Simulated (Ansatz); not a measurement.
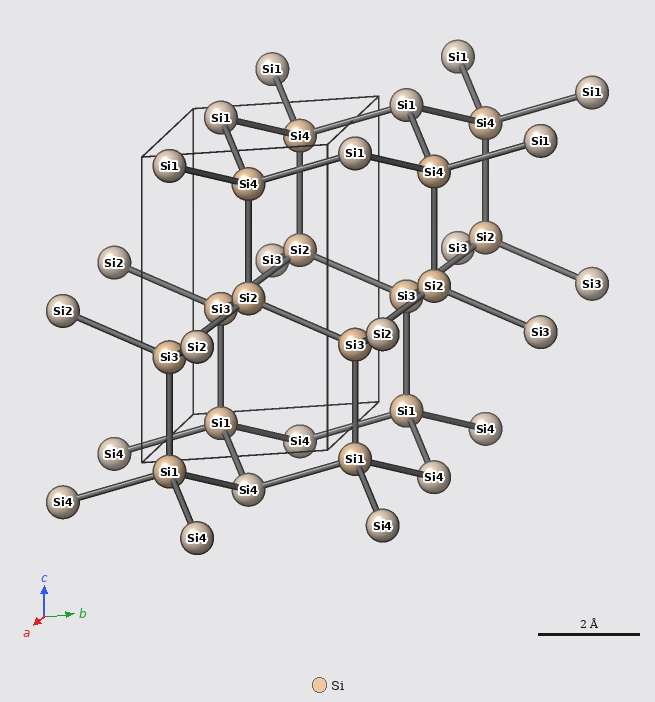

**Figure 1.** The structure as given in the input (ball-and-stick view of the cell of the calculation, repeated 2 × 2 × 1, seen slightly off an axis; neighbours outside the cell are drawn fainter; atoms are numbered from 1 in the order of the input). An atom can appear more than once, as a periodic image. Near neighbours in the periodic cell (some may lie outside the picture): Si has 4 Si at 2.33 to 2.35 Å.

**From Si to Ge**

System: Si (4 atoms in the cell).
Method of the first run: DFT r2SCAN, scalar-relativistic, plane waves, PAW, no spin polarisation (Ansatz 0.2.0).
System of the second run: Ge (4 atoms in the cell).

On the first run: The structure was made by swapping elements on the sites of another compound; it need not be a known phase. On the second run: The structure derives from a Materials Project entry. Text and figures count atoms from 1; the logs count them from 0 in places.

**The input, the first run**
```yaml
crystal:
  lattice:
    - [3.7959809375, 0.0, 0.0]
    - [-1.8979904688, 3.2874159241, 0.0]
    - [0.0, 0.0, 6.2727649027]
  atoms:
    - { symbol: Si, position: [0.6666666667, 0.3333333333, 0.062981434] }
    - { symbol: Si, position: [0.3333333333, 0.6666666667, 0.562981434] }
    - { symbol: Si, position: [0.6666666667, 0.3333333333, 0.437018566] }
    - { symbol: Si, position: [0.3333333333, 0.6666666667, 0.937018566] }
basis:
  ecutwfc: 500
kpoints:
  mp_grid: { grid: [6, 6, 4] }
hamiltonian:
  xc: r2scan
scf:
  occupations: { method: gaussian, width: 0.1 }
output:
  forces: true
  stress: true
  eigenvalues: true
```

Launched with:
```bash
ansatz run input.yaml --threads 1 --pin off --max-ram 2560MiB --backend cpu --events-out ev --progress --plain --runs-dir out
```

Hardware: 1 thread of Intel Xeon (Granite Rapids), 32 GiB of memory available, shared host.

**Output, shortened to warnings, some set-up lines, iterations and results (the first run)**
```
Basis set: ecut = 500 eV, 1967 PW (Γ), exchange–correlation on 120×120×192 points (64 copies of the dense FFT grid, shifted against one another)
Symmetry: 24 space group operations
k-points: 21 of 144
Initial density: superposition of atomic densities (neutral atoms: chi_scale 0, normalization atom), corrected by the library's trained network
[...]
SCF iter   1: F=—  HF=-2556.132058 eV  |F-HF|=—  |Δ(HF+E_count)|=         —  Δρ=3.85e-3  dr2=7.89e-3  dr2_τ=2.74e-2  ethr=1.77e-3  ⟨swp⟩=5.9  Hψ=1780  notcnv=0
SCF iter   2: F=—  HF=-2556.167960 eV  |F-HF|=—  |Δ(HF+E_count)|=   3.59e-2  Δρ=2.21e-3  dr2=2.49e-3  dr2_τ=1.29e-5  ethr=4.93e-5  ⟨swp⟩=2.0  Hψ=665  notcnv=0
SCF iter   3: F=—  HF=-2556.167938 eV  |F-HF|=—  |Δ(HF+E_count)|=   2.16e-5  Δρ=3.01e-4  dr2=4.97e-5  dr2_τ=1.57e-6  ethr=1.56e-5  ⟨swp⟩=1.0  Hψ=252  notcnv=0
SCF iter   4: F=—  HF=-2556.167957 eV  |F-HF|=—  |Δ(HF+E_count)|=   1.85e-5  Δρ=6.30e-5  dr2=1.54e-6  dr2_τ=2.64e-8  ethr=3.10e-7  ⟨swp⟩=2.6  Hψ=437  notcnv=0
SCF iter   5: F=-2556.167958 eV  HF=-2556.167958 eV  |F-HF|=1.00e-7  |Δ(HF+E_count)|=   1.66e-6  Δρ=1.30e-5  dr2=4.92e-8  dr2_τ=1.14e-9  ethr=9.64e-9  ⟨swp⟩=2.5  Hψ=430  …
SCF iter   6: F=-2556.167958 eV  HF=-2556.167958 eV  |F-HF|=2.95e-9  |Δ(HF+E_count)|=   1.08e-7  Δρ=2.72e-6  dr2=3.08e-9  dr2_τ=5.49e-11  ethr=3.07e-10  ⟨swp⟩=2.3  Hψ=953  …
SCF 1 converged in 6 iterations: F = -2556.167958 eV  dr2 = 3.08e-9
SCF converged after 6 iterations
Free energy (F): -2556.167958 eV
Harris-Foulkes:  -2556.167958 eV  (|F-HF|=2.95e-9)
Internal energy: -2556.167957 eV  (E = F + TS)
E sigma→0 (E₀):  -2556.167958 eV
Entropy (-TS):   -0.000001 eV (-0.000 meV/atom)
Fermi energy:    6.950817 eV
--- Per-component energies (eV) ---
  E_band       = 16.618849
  E_kinetic    = 163.812899
  E_local      = -105.237986  (includes V_loc(G=0)·N_el)
  E_nonlocal   = 100.806542
  E_hartree    = 29.935048
  E_xc         = -206.970706
  E_vxc        = -200.263512  (∫ρ·V_xc dr)
  E_paw        = -2078.275885  (= ΣΔE_a)
  E_vpaw       = -10.194122  (= ΣTr[D̂ρ^β])
  E_aug_tail   = 0.000017  (compensation charges beyond the density's cutoff)
  E_vtau       = 7.824845  (kinetic-family band-sum trace: ∫τ·v_τ [+ j·A + Jᵃ·Aᵃ] dr)
  E_ewald      = -459.932155
  E_core_change = -0.305732  (= ΣΔE_core)
  E_smearing   = -0.000001  (= −TS)
  E_closure    = -0.000000  (closes the sum)
  Σ components = -2556.167958   (vs F -2556.167958, Δ=0.00e0)
--- Forces (eV/Å), atoms counted from 1 ---
  atom   1  Si    -0.00000000     0.00000000     0.00304587
  atom   2  Si     0.00000000    -0.00000000     0.00304587
  atom   3  Si    -0.00000000     0.00000000    -0.00304587
  atom   4  Si     0.00000000    -0.00000000    -0.00304587
  max |Σ_I F_I| component: 6.94e-17 eV/Å
--- Stress (GPa, compression-positive) ---
        3.122585      -0.000000      -0.000000
       -0.000000       3.122585       0.000000
       -0.000000       0.000000       3.201021
  P = ⅓ Tr σ = 3.1487 GPa (31.487 kbar)
```

The input of the second run differs as follows (lines with − go, lines with + come):
```diff
-    - [3.7959809375, 0.0, 0.0]
-    - [-1.8979904688, 3.2874159241, 0.0]
-    - [0.0, 0.0, 6.2727649027]
+    - [3.9975858431, 0.0, 0.0]
+    - [-1.9987929216, 3.462010894, 0.0]
+    - [0.0, 0.0, 6.59937795]
-    - { symbol: Si, position: [0.6666666667, 0.3333333333, 0.062981434] }
-    - { symbol: Si, position: [0.3333333333, 0.6666666667, 0.562981434] }
-    - { symbol: Si, position: [0.6666666667, 0.3333333333, 0.437018566] }
-    - { symbol: Si, position: [0.3333333333, 0.6666666667, 0.937018566] }
+    - { symbol: Ge, position: [0.66666667, 0.33333333, 0.06290125] }
+    - { symbol: Ge, position: [0.33333333, 0.66666667, 0.56290125] }
+    - { symbol: Ge, position: [0.66666667, 0.33333333, 0.43709875] }
+    - { symbol: Ge, position: [0.33333333, 0.66666667, 0.93709875] }
```

Predict how the results change.

The total energies belong to different systems, so their difference says nothing on which is more stable or more accurate. The gap on the mesh goes from 0.54 to 0.09 eV. The pressure goes from 3.15 to −0.06 GPa. The volume per atom goes from 19.57 to 22.83 Å³. The SCF takes 7 iterations against 6. The plane waves at Γ go from 1967 to 2311. On the same kind of shared host the second run took about 2.2 times as long.

**Output, shortened to warnings, some set-up lines, iterations and results (the second run)**
```
Basis set: ecut = 500 eV, 2311 PW (Γ), exchange–correlation on 120×120×200 points (64 copies of the dense FFT grid, shifted against one another)
Symmetry: 24 space group operations
k-points: 21 of 144
Initial density: superposition of atomic densities (neutral atoms: chi_scale 0, normalization atom), corrected by the library's trained network
[...]
SCF iter   1: F=—  HF=-17211.500539 eV  |F-HF|=—  |Δ(HF+E_count)|=         —  Δρ=6.67e-3  dr2=1.37e-2  dr2_τ=9.04e-3  ethr=1.77e-3  ⟨swp⟩=5.8  Hψ=2695  notcnv=0  defer=1
SCF iter   2: F=—  HF=-17211.519588 eV  |F-HF|=—  |Δ(HF+E_count)|=   1.90e-2  Δρ=2.00e-3  dr2=1.49e-3  dr2_τ=4.75e-5  ethr=2.45e-5  ⟨swp⟩=2.0  Hψ=1569  notcnv=0  defer=27
SCF iter   3: F=—  HF=-17211.519725 eV  |F-HF|=—  |Δ(HF+E_count)|=   1.36e-4  Δρ=1.41e-3  dr2=7.75e-4  dr2_τ=5.99e-6  ethr=2.66e-6  ⟨swp⟩=2.0  Hψ=1250  notcnv=0  defer=27
SCF iter   4: F=—  HF=-17211.519745 eV  |F-HF|=—  |Δ(HF+E_count)|=   2.04e-5  Δρ=1.57e-4  dr2=3.36e-5  dr2_τ=1.65e-7  ethr=1.38e-6  ⟨swp⟩=2.0  Hψ=770  notcnv=0  defer=27
SCF iter   5: F=—  HF=-17211.519745 eV  |F-HF|=—  |Δ(HF+E_count)|=   3.52e-7  Δρ=4.69e-5  dr2=3.41e-6  dr2_τ=3.52e-8  ethr=6.01e-8  ⟨swp⟩=2.0  Hψ=1276  notcnv=0  defer=27
SCF iter   6: F=—  HF=-17211.519745 eV  |F-HF|=—  |Δ(HF+E_count)|=   4.85e-7  Δρ=1.53e-5  dr2=2.97e-7  dr2_τ=2.76e-9  ethr=6.10e-9  ⟨swp⟩=2.0  Hψ=1276  notcnv=0  defer=27
SCF iter   7: F=-17211.519746 eV  HF=-17211.519746 eV  |F-HF|=1.55e-9  |Δ(HF+E_count)|=   1.15e-7  Δρ=3.62e-6  dr2=1.01e-8  dr2_τ=1.26e-10  ethr=1.79e-10  ⟨swp⟩=8.5  Hψ=2669  …
SCF 1 converged in 7 iterations: F = -17211.519746 eV  dr2 = 1.01e-8
SCF converged after 7 iterations
Free energy (F): -17211.519746 eV
Harris-Foulkes:  -17211.519746 eV  (|F-HF|=1.55e-9)
Internal energy: -17211.518840 eV  (E = F + TS)
E sigma→0 (E₀):  -17211.519293 eV
Entropy (-TS):   -0.000906 eV (-0.226 meV/atom)
Fermi energy:    8.508245 eV
--- Per-component energies (eV) ---
  E_band       = -640.723143
  E_kinetic    = 444.059186
  E_local      = -9927.622811  (includes V_loc(G=0)·N_el)
  E_nonlocal   = 1680.268614
  E_hartree    = 4361.073462
  E_xc         = -276.326315
  E_vxc        = -271.501831  (∫ρ·V_xc dr)
  E_paw        = -8136.902410  (= ΣΔE_a)
  E_vpaw       = -1303.299642  (= ΣTr[D̂ρ^β])
  E_aug_tail   = 0.000065  (compensation charges beyond the density's cutoff)
  E_vtau       = 15.233824  (kinetic-family band-sum trace: ∫τ·v_τ [+ j·A + Jᵃ·Aᵃ] dr)
  E_ewald      = -5351.725568
  E_core_change = -4.343063  (= ΣΔE_core)
  E_smearing   = -0.000906  (= −TS)
  E_closure    = 0.000000  (closes the sum)
  Σ components = -17211.519746   (vs F -17211.519746, Δ=0.00e0)
--- Forces (eV/Å), atoms counted from 1 ---
  atom   1  Ge    -0.00000000     0.00000000     0.00034856
  atom   2  Ge     0.00000000    -0.00000000     0.00034856
  atom   3  Ge     0.00000000     0.00000000    -0.00034856
  atom   4  Ge     0.00000000    -0.00000000    -0.00034856
  max |Σ_I F_I| component: 3.93e-17 eV/Å
--- Stress (GPa, compression-positive) ---
        0.030674      -0.000000       0.000000
       -0.000000       0.030674       0.000000
        0.000000       0.000000      -0.249587
  P = ⅓ Tr σ = -0.0627 GPa (-0.627 kbar)
```

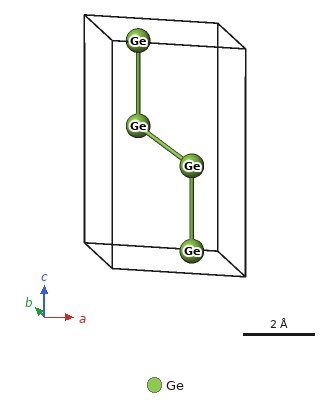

**Figure 2.** The input structure of the second run (ball-and-stick view of the cell of the calculation, seen slightly off an axis). An atom can appear more than once, as a periodic image.

**The two runs side by side**

```csv
quantity,the first run,the second run
outcome,converged,converged
free energy per atom (eV),−639.0420,−4302.8799
gap on the mesh (eV),0.54,0.09
pressure (GPa),3.15,−0.06
volume per atom (Å³),19.57,22.83
largest force (eV/Å),0.003,0.000
SCF iterations,6,7
irreducible k-points,21,21
plane waves at Γ,1967,2311
wall time (shared host),2.1 s,4.7 s
```
